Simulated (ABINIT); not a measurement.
# Effective mass calculation, with input and output: ZnS (part 3 of 3)

ZnS (P6₃mc, 4 atoms in the cell); Kohn-Sham DFT of a periodic cell, PBE, spin-orbit coupling, JTH PAW PBE v2.0, no spin polarisation (ABINIT 10.8.3); cutoff 435.38 eV, 6×6×4 k-mesh, fixed occupations. The structure derives from an entry of the Crystallography Open Database.

Geometry of the input (Å; fractional positions):
```
3.8110  0.0000  0.0000
-1.9055  3.3004  0.0000
0.0000  0.0000  6.2340
Zn 0.6667  0.3333  0.5000
Zn 0.3333  0.6667  0.0000
S  0.6667  0.3333  0.8850
S  0.3333  0.6667  0.3850
```

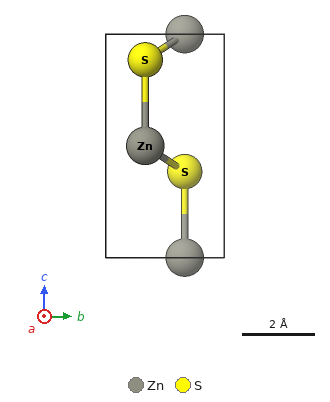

Fig. 1: The structure (ball-and-stick view of the cell of the calculation, along the a axis).

## Log, continued
```
--- !BeginCycle
iteration_state: {dtset: 3, }
solver: {iscf: -3, nstep: 200, nline: 4, wfoptalg: 10, }
tolerances: {tolwfr: 1.00E-20, }
...

     iter   2DEtotal(Ha)        deltaE(Ha) residm    vres2
-ETOT  1  -52.411139121159     -5.241E+01 6.758E-01 0.000E+00
 ETOT  2  -52.813590089988     -4.025E-01 3.400E-02 0.000E+00
 ETOT  3  -52.824130860058     -1.054E-02 4.952E-04 0.000E+00
 ETOT  4  -52.824511134096     -3.803E-04 3.568E-05 0.000E+00
 ETOT  5  -52.824527341613     -1.621E-05 7.262E-07 0.000E+00
 ETOT  6  -52.824528798286     -1.457E-06 7.169E-08 0.000E+00
 ETOT  7  -52.824528915326     -1.170E-07 1.350E-09 0.000E+00
 ETOT  8  -52.824528945100     -2.977E-08 2.294E-10 0.000E+00
 ETOT  9  -52.824528948503     -3.403E-09 3.321E-12 0.000E+00
 ETOT 10  -52.824528949482     -9.797E-10 9.726E-13 0.000E+00
 ETOT 11  -52.824528949649     -1.668E-10 1.306E-14 0.000E+00
 ETOT 12  -52.824528949704     -5.426E-11 4.188E-15 0.000E+00
 ETOT 13  -52.824528949713     -9.692E-12 5.713E-17 0.000E+00
 ETOT 14  -52.824528949716     -3.133E-12 1.852E-17 0.000E+00
 ETOT 15  -52.824528949717     -5.613E-13 2.603E-19 0.000E+00
 ETOT 16  -52.824528949717     -1.137E-13 8.662E-20 0.000E+00
 ETOT 17  -52.824528949717     -1.421E-14 9.684E-21 0.000E+00

 At SCF step   17   max residual=  9.68E-21 < tolwfr=  1.00E-20 =>converged.
================================================================================

 ----iterations are completed or convergence reached----

 Mean square residual over all n,k,spin=   59.545E-22; max=  96.837E-22
 dfpt_looppert : ek2=    7.3072730880E+01
          f-sum rule ratio=    1.3862807491E+00
 Expectation of eigenvalue derivatives (hartree) for nkpt=   1  k points:
  (in case of degenerate eigenvalues, averaged derivative)
 kpt#   1, nband= 42, wtk=  1.00000, kpt=  0.0000  0.0000  0.0000 (reduced coord)
  -0.00000   -0.00000   -0.00000   -0.00000    0.00000    0.00000   -0.00000   -0.00000
  -0.00000   -0.00000    0.00000    0.00000   -0.00000   -0.00000   -0.00000   -0.00000
   0.00000    0.00000    0.00000    0.00000   -0.00000   -0.00000    0.00000    0.00000
   0.00000    0.00000   -0.00000   -0.00000   -0.00000   -0.00000   -0.00000   -0.00000
   0.00000    0.00000   -0.00000   -0.00000   -0.00000   -0.00000   -0.00000   -0.00000
   0.00335    0.00002

 2DEtotal=   -0.5282452895E+02 Ha. Also 2DEtotal=   -0.143742866051E+04 eV
    (  non-var. 2DEtotal :   -5.2823786235E+01 Ha)

--------------------------------------------------------------------------------
 Perturbation wavevector (in red.coord.)   0.000000  0.000000  0.000000
 Perturbation : derivative vs k along direction   2
 The set of symmetries contains only one element for this perturbation.
 symkpt : not enough symmetry to change the number of k points.

--------------------------------------------------------------------------------

--------------------------------------------------------------------------------

 Initialisation of the first-order wave-functions :
  ireadwf=   0

--- !BeginCycle
iteration_state: {dtset: 3, }
solver: {iscf: -3, nstep: 200, nline: 4, wfoptalg: 10, }
tolerances: {tolwfr: 1.00E-20, }
...

     iter   2DEtotal(Ha)        deltaE(Ha) residm    vres2
-ETOT  1  -52.411452032350     -5.241E+01 6.256E-01 0.000E+00
 ETOT  2  -52.813580153510     -4.021E-01 3.402E-02 0.000E+00
 ETOT  3  -52.824126174261     -1.055E-02 4.647E-04 0.000E+00
 ETOT  4  -52.824505600990     -3.794E-04 3.571E-05 0.000E+00
 ETOT  5  -52.824522754818     -1.715E-05 6.930E-07 0.000E+00
 ETOT  6  -52.824524201211     -1.446E-06 7.176E-08 0.000E+00
 ETOT  7  -52.824524353264     -1.521E-07 1.304E-09 0.000E+00
 ETOT  8  -52.824524382833     -2.957E-08 2.289E-10 0.000E+00
 ETOT  9  -52.824524388101     -5.268E-09 3.264E-12 0.000E+00
 ETOT 10  -52.824524389138     -1.037E-09 9.692E-13 0.000E+00
 ETOT 11  -52.824524389430     -2.928E-10 1.299E-14 0.000E+00
 ETOT 12  -52.824524389490     -5.948E-11 4.166E-15 0.000E+00
 ETOT 13  -52.824524389508     -1.810E-11 5.670E-17 0.000E+00
 ETOT 14  -52.824524389512     -3.475E-12 1.838E-17 0.000E+00
 ETOT 15  -52.824524389513     -1.215E-12 2.576E-19 0.000E+00
 ETOT 16  -52.824524389513     -3.979E-13 8.574E-20 0.000E+00
 ETOT 17  -52.824524389513      0.000E+00 9.786E-21 0.000E+00

 At SCF step   17   max residual=  9.79E-21 < tolwfr=  1.00E-20 =>converged.
================================================================================

 ----iterations are completed or convergence reached----

 Mean square residual over all n,k,spin=   61.374E-22; max=  97.862E-22
 dfpt_looppert : ek2=    7.3072730878E+01
          f-sum rule ratio=    1.3862729679E+00
 Expectation of eigenvalue derivatives (hartree) for nkpt=   1  k points:
  (in case of degenerate eigenvalues, averaged derivative)
 kpt#   1, nband= 42, wtk=  1.00000, kpt=  0.0000  0.0000  0.0000 (reduced coord)
   0.00000    0.00000   -0.00000   -0.00000   -0.00000   -0.00000   -0.00000   -0.00000
   0.00000    0.00000    0.00000    0.00000   -0.00000   -0.00000    0.00000    0.00000
   0.00000    0.00000    0.00000    0.00000   -0.00000   -0.00000   -0.00000   -0.00000
   0.00000    0.00000   -0.00000   -0.00000   -0.00000   -0.00000    0.00000    0.00000
  -0.00000   -0.00000   -0.00000   -0.00000   -0.00000   -0.00000   -0.00000   -0.00000
  -0.00107    0.00387

 2DEtotal=   -0.5282452439E+02 Ha. Also 2DEtotal=   -0.143742853642E+04 eV
    (  non-var. 2DEtotal :   -5.2823424765E+01 Ha)

--------------------------------------------------------------------------------
 Perturbation wavevector (in red.coord.)   0.000000  0.000000  0.000000
 Perturbation : derivative vs k along direction   3
 The set of symmetries contains only one element for this perturbation.
 symkpt : not enough symmetry to change the number of k points.

--------------------------------------------------------------------------------

--------------------------------------------------------------------------------

 Initialisation of the first-order wave-functions :
  ireadwf=   0

--- !BeginCycle
iteration_state: {dtset: 3, }
solver: {iscf: -3, nstep: 200, nline: 4, wfoptalg: 10, }
tolerances: {tolwfr: 1.00E-20, }
...

     iter   2DEtotal(Ha)        deltaE(Ha) residm    vres2
-ETOT  1  -11.105200283249     -1.111E+01 1.170E-01 0.000E+00
 ETOT  2  -11.188340087184     -8.314E-02 1.119E-02 0.000E+00
 ETOT  3  -11.190420713843     -2.081E-03 9.764E-05 0.000E+00
 ETOT  4  -11.190483174052     -6.246E-05 9.150E-06 0.000E+00
 ETOT  5  -11.190485894046     -2.720E-06 1.359E-07 0.000E+00
 ETOT  6  -11.190485929998     -3.595E-08 1.840E-08 0.000E+00
 ETOT  7  -11.190485951006     -2.101E-08 2.561E-10 0.000E+00
 ETOT  8  -11.190485950913      9.370E-11 4.218E-11 0.000E+00
 ETOT  9  -11.190485952051     -1.138E-09 1.338E-12 0.000E+00
 ETOT 10  -11.190485952038      1.279E-11 9.889E-14 0.000E+00
 ETOT 11  -11.190485952090     -5.163E-11 9.871E-15 0.000E+00
 ETOT 12  -11.190485952088      1.830E-12 3.991E-16 0.000E+00
 ETOT 13  -11.190485952090     -2.315E-12 7.305E-17 0.000E+00
 ETOT 14  -11.190485952090      1.492E-13 2.967E-18 0.000E+00
 ETOT 15  -11.190485952090     -2.061E-13 5.422E-19 0.000E+00
 ETOT 16  -11.190485952090      0.000E+00 2.214E-20 0.000E+00
 ETOT 17  -11.190485952090      0.000E+00 9.883E-21 0.000E+00

 At SCF step   17   max residual=  9.88E-21 < tolwfr=  1.00E-20 =>converged.
================================================================================

 ----iterations are completed or convergence reached----

 Mean square residual over all n,k,spin=   56.570E-22; max=  98.829E-22
 dfpt_looppert : ek2=    2.0481459601E+01
          f-sum rule ratio=    1.0038426901E+00
 Expectation of eigenvalue derivatives (hartree) for nkpt=   1  k points:
  (in case of degenerate eigenvalues, averaged derivative)
 kpt#   1, nband= 42, wtk=  1.00000, kpt=  0.0000  0.0000  0.0000 (reduced coord)
   0.00000    0.00000   -0.00000   -0.00000   -0.00000   -0.00000    0.00000    0.00000
   0.00000    0.00000   -0.00000   -0.00000    0.00000    0.00000   -0.00000   -0.00000
   0.00000    0.00000    0.00000    0.00000   -0.00000   -0.00000   -0.00000   -0.00000
   0.00000    0.00000   -0.00000   -0.00000   -0.00000   -0.00000    0.00000    0.00000
   0.00000    0.00000    0.00000    0.00000   -0.00000   -0.00000   -0.00000   -0.00000
  -0.00015    0.00007

 2DEtotal=   -0.1119048595E+02 Ha. Also 2DEtotal=   -0.304508635523E+03 eV
    (  non-var. 2DEtotal :   -1.1190090480E+01 Ha)

 CALCULATION OF EFFECTIVE MASSES
 NOTE : Additional infos (eff. mass eigenvalues, eigenvectors and, if degenerate, average mass) are available in stdout.

--- !WARNING
message: |
    Effective masses calculations require given k-point(s) to be band extrema for given bands, but max abs gradient of band(s) was found to be greater than 1e-5. Abinit will continue anyway.
...

--- !WARNING
message: |
    Effective masses calculations require given k-point(s) to be band extrema for given bands, but max abs gradient of band(s) was found to be greater than 1e-5. Abinit will continue anyway.
...

--- !WARNING
message: |
    Effective masses calculations require given k-point(s) to be band extrema for given bands, but max abs gradient of band(s) was found to be greater than 1e-5. Abinit will continue anyway.
...

--- !WARNING
message: |
    Effective masses calculations require given k-point(s) to be band extrema for given bands, but max abs gradient of band(s) was found to be greater than 1e-5. Abinit will continue anyway.
...

 COMMENTS:
 - At k-point ( 0.000, 0.000, 0.000), bands    35 through    36
   are DEGENERATE (effective mass tensor is therefore not defined).
   See Section IIIB Eqs. (67)-(70) and Appendix E of PRB 93 205147 (2016).
 - Angular average effective mass for Frohlich model is to be averaged over degenerate bands. See later.
 - Associated theta integrals calculated with ntheta=    100 points.

 K-point ( 0.000, 0.000, 0.000) | band =    35
 Transport equivalent effective mass tensor:
             -0.7896054812             -0.0004044566             -0.0000513367
             -0.0004044566             -0.7898254499             -0.0000296193
             -0.0000513367             -0.0000296193             -0.1998888242
 Transport equivalent effective mass tensor eigenvalues:
             -0.7901346146             -0.7892963224             -0.1998888183
 Angular average effective mass 1/(<1/m>)=  -0.3981223203
 Angular average effective mass for Frohlich model (<m**0.5>)**2=  -0.4591399460
 Effective masses along directions: (cart. coord. / red. coord. -> eff. mass)
    1:   1.000000  0.000000  0.000000 /   0.894427 -0.447214  0.000000 ->  -0.7896138094
    2:   0.000000  1.000000  0.000000 /   0.000000  1.000000  0.000000 ->  -0.7897997481
    3:   0.000000  0.000000  1.000000 /   0.000000  0.000000  1.000000 ->  -0.1998831354
    4:   0.707107  0.707107  0.000000 /   0.939071  0.343724  0.000000 ->  -0.7901066100
    5:   0.577350  0.577350  0.577350 /   0.512330  0.187526  0.838065 ->  -0.3982809615

 K-point ( 0.000, 0.000, 0.000) | band =    36
 Transport equivalent effective mass tensor:
             -0.7907169602             -0.0001104090             -0.0000954281
             -0.0001104090             -0.7906442245              0.0000256837
             -0.0000954281              0.0000256837             -0.1999278777
 Transport equivalent effective mass tensor eigenvalues:
             -0.7907968433             -0.7905643579             -0.1999278611
 Angular average effective mass 1/(<1/m>)=  -0.3983408801
 Angular average effective mass for Frohlich model (<m**0.5>)**2=  -0.4594870790
 Effective masses along directions: (cart. coord. / red. coord. -> eff. mass)
    1:   1.000000  0.000000  0.000000 /   0.894427 -0.447214  0.000000 ->  -0.7907083173
    2:   0.000000  1.000000  0.000000 /   0.000000  1.000000  0.000000 ->  -0.7906696811
    3:   0.000000  0.000000  1.000000 /   0.000000  0.000000  1.000000 ->  -0.1999335360
    4:   0.707107  0.707107  0.000000 /   0.939071  0.343724  0.000000 ->  -0.7908042215
    5:   0.577350  0.577350  0.577350 /   0.512330  0.187526  0.838065 ->  -0.3983702874

 Angular average effective mass for Frohlich model, averaged over degenerate bands.
 Value of     (<<m**0.5>>)**2 =     4.593135E-01
 Absolute Value of <<m**0.5>> =     6.777267E-01

 COMMENTS:
 - At k-point ( 0.000, 0.000, 0.000), bands    37 through    38
   are DEGENERATE (effective mass tensor is therefore not defined).
   See Section IIIB Eqs. (67)-(70) and Appendix E of PRB 93 205147 (2016).
 - Angular average effective mass for Frohlich model is to be averaged over degenerate bands. See later.
 - Associated theta integrals calculated with ntheta=    100 points.

 K-point ( 0.000, 0.000, 0.000) | band =    37
 Transport equivalent effective mass tensor:
              0.1834479008             -0.0000099122              0.0000015126
             -0.0000099122              0.1834392268              0.0000029227
              0.0000015126              0.0000029227              0.1624696965
 Transport equivalent effective mass tensor eigenvalues:
              0.1834543833              0.1834327448              0.1624696960
 Angular average effective mass 1/(<1/m>)=   0.1758754082
 Angular average effective mass for Frohlich model (<m**0.5>)**2=   0.1760519007
 Effective masses along directions: (cart. coord. / red. coord. -> eff. mass)
    1:   1.000000  0.000000  0.000000 /   0.894427 -0.447214  0.000000 ->   0.1834484866
    2:   0.000000  1.000000  0.000000 /   0.000000  1.000000  0.000000 ->   0.1834401699
    3:   0.000000  0.000000  1.000000 /   0.000000  0.000000  1.000000 ->   0.1624691668
    4:   0.707107  0.707107  0.000000 /   0.939071  0.343724  0.000000 ->   0.1834329993
    5:   0.577350  0.577350  0.577350 /   0.512330  0.187526  0.838065 ->   0.1758716577

 K-point ( 0.000, 0.000, 0.000) | band =    38
 Transport equivalent effective mass tensor:
              0.1834228610             -0.0000108123             -0.0000005402
             -0.0000108123              0.1834062467             -0.0000016965
             -0.0000005402             -0.0000016965              0.1624675332
 Transport equivalent effective mass tensor eigenvalues:
              0.1834281889              0.1834009189              0.1624675330
 Angular average effective mass 1/(<1/m>)=   0.1758567854
 Angular average effective mass for Frohlich model (<m**0.5>)**2=   0.1760328339
 Effective masses along directions: (cart. coord. / red. coord. -> eff. mass)
    1:   1.000000  0.000000  0.000000 /   0.894427 -0.447214  0.000000 ->   0.1834222739
    2:   0.000000  1.000000  0.000000 /   0.000000  1.000000  0.000000 ->   0.1834053025
    3:   0.000000  0.000000  1.000000 /   0.000000  0.000000  1.000000 ->   0.1624680626
    4:   0.707107  0.707107  0.000000 /   0.939071  0.343724  0.000000 ->   0.1834043928
    5:   0.577350  0.577350  0.577350 /   0.512330  0.187526  0.838065 ->   0.1758493570

 Angular average effective mass for Frohlich model, averaged over degenerate bands.
 Value of     (<<m**0.5>>)**2 =     1.760424E-01
 Absolute Value of <<m**0.5>> =     4.195740E-01

 END OF EFFECTIVE MASSES SECTION

================================================================================

 ---- first-order wavefunction calculations are completed ----

 respfn : d/dk was computed, but no 2DTE, so no DDB output.

== END DATASET(S) ==============================================================
================================================================================

 -outvars: echo values of variables after computation  --------
            acell      7.2017462609E+00  7.2017462609E+00  1.1780552661E+01 Bohr
           etotal1    -1.4938573757E+02
           etotal3    -1.1190485952E+01
            fcart1    -0.0000000000E+00  3.3728786656E-28  6.1849049118E-03
                      -0.0000000000E+00 -1.3761344956E-28  6.1849049118E-03
                      -0.0000000000E+00 -9.4440602637E-29 -6.1849049118E-03
                      -0.0000000000E+00 -1.0523381437E-28 -6.1849049118E-03
            rprim      1.0000000000E+00  0.0000000000E+00  0.0000000000E+00
                      -5.0000000000E-01  8.6602540380E-01  0.0000000000E+00
                       0.0000000000E+00  0.0000000000E+00  1.0000000000E+00
           strten1    -8.7458449379E-05 -8.7458449482E-05 -1.7437249906E-05
                       0.0000000000E+00  0.0000000000E+00  0.0000000000E+00
           xangst      1.9054999987E+00  1.1001409372E+00  3.1169999979E+00
                      -7.0517665732E-17  2.2002818744E+00  0.0000000000E+00
                       1.9054999987E+00  1.1001409372E+00  5.5170899962E+00
                      -7.0517665732E-17  2.2002818744E+00  2.4000899984E+00
             xred      6.6666666667E-01  3.3333333333E-01  5.0000000000E-01
                       3.3333333333E-01  6.6666666667E-01  0.0000000000E+00
                       6.6666666667E-01  3.3333333333E-01  8.8500000000E-01
                       3.3333333333E-01  6.6666666667E-01  3.8500000000E-01
 Calculation completed.
```

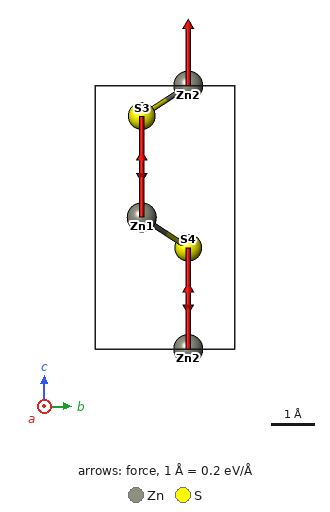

Fig. 2: Forces on the atoms as red arrows (ball-and-stick view of the cell of the calculation, along the a axis; atoms are numbered from 1 in the order of the input). The largest act on Zn1, Zn2 (0.32 eV/Å); S3, S4 (0.32 eV/Å). The geometry is not a stationary point of this energy.

## Results in brief

| quantity | value |
| --- | --- |
| outcome | converged |
| space group (tolerance 0.01 Å) | P6₃mc (186) |
| electrons treated | 36 |
| free energy | −4064.9930 eV |
| Fermi energy | 5.408 eV |
| pressure | 1.89 GPa |
| largest force (length of the vector) | 0.318 eV/Å |
| wall time | 5.3 min |
| peak memory | 0.34 GiB |

## Remarks

Points of doubt noted for this run: cutoff too low for stress.
